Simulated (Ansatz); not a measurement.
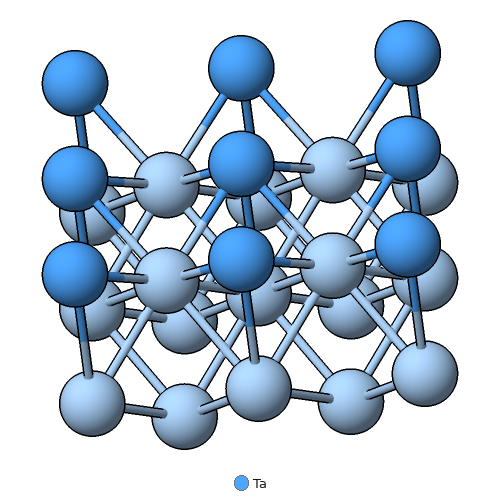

The system is C on a Ta(100) slab cut from the Im-3m phase, its upper half relaxed before the scan (16 atoms of substrate and one adsorbate in a 2 × 2 cell); the picture shows it without the atoms that are moved over the map. C is moved over the surface cell; relaxed at each place: the height of the adsorbate's atoms; substrate rigid; the origin of the map has the adsorbate above Ta13. Places are given modulo a cell vector. The map is drawn in real space over the plane of the surface. The scan uses an 8 × 8 grid; 15 points were computed and 49 follow by symmetry. Places are given in fractions of the 1 × 1 surface cell. Energies are in eV, from the lowest grid point. Level of theory: DFT PBE, scalar-relativistic, plane waves, PAW (Ansatz 0.2.0). Settings: cutoff 420 eV, k-mesh 4×4×1, gaussian smearing 0.1 eV, no spin polarisation.

Range: position of C17 along the first surface vector from 0.000 to 0.875; position of C17 along the second surface vector from 0.000 to 0.875.

Q: What will the energy surface look like?

A: The lowest grid point is at a fourfold hollow over a second-layer Ta atom, (4/8, 4/8) of the cell vectors. No other kind of well shows on this grid. The highest grid point, the top site over a surface Ta atom, (0/8, 0/8) of the cell vectors, lies 4.42 eV above the lowest. On the interpolated surface the easiest way out of the lowest well to its copy in the next cell or period passes a barrier of about 1.8 eV. At the lowest point the adsorbate has 1 Ta at 2.13 Å as nearest neighbours, at the highest 1 Ta at 1.88 Å. Its relaxed height above the top atom is 0.64 Å at the lowest and 1.88 Å at the highest point.

```tsv
second ↓, first →	0/8	1/8	2/8	3/8	4/8	5/8	6/8	7/8
7/8	4.36	4.26	3.85	2.71	1.49	2.71	3.85	4.26
6/8	4.05	3.85	3.16	1.78	0.61	1.78	3.16	3.85
5/8	3.03	2.71	1.78	0.53	0.05	0.53	1.78	2.71
4/8	1.85	1.49	0.61	0.05	0.00	0.05	0.61	1.49
3/8	3.03	2.71	1.78	0.53	0.05	0.53	1.78	2.71
2/8	4.05	3.85	3.16	1.78	0.61	1.78	3.16	3.85
1/8	4.36	4.26	3.85	2.71	1.49	2.71	3.85	4.26
0/8	4.42	4.36	4.05	3.03	1.85	3.03	4.05	4.36
```

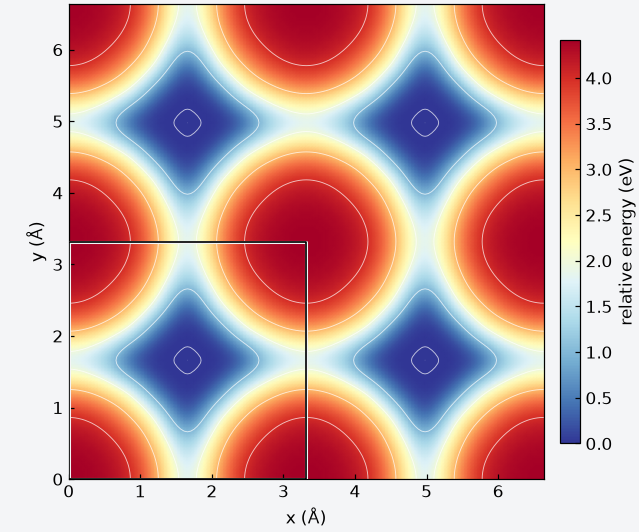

In the figure: a smooth colour map with a few white contour lines, the outline of one cell of the 2 × 2 shown. Between grid points the surface is interpolated.

Each point was launched as `ansatz run input.yaml --threads 4 --pin off --max-ram 12288MiB --backend cpu --events-out ev --progress --plain --runs-dir out`. Time for the 15 points that were run: 54 min on 4 threads of Arm Neoverse N1, with other jobs on the host.

PAW datasets: the set soft_1.
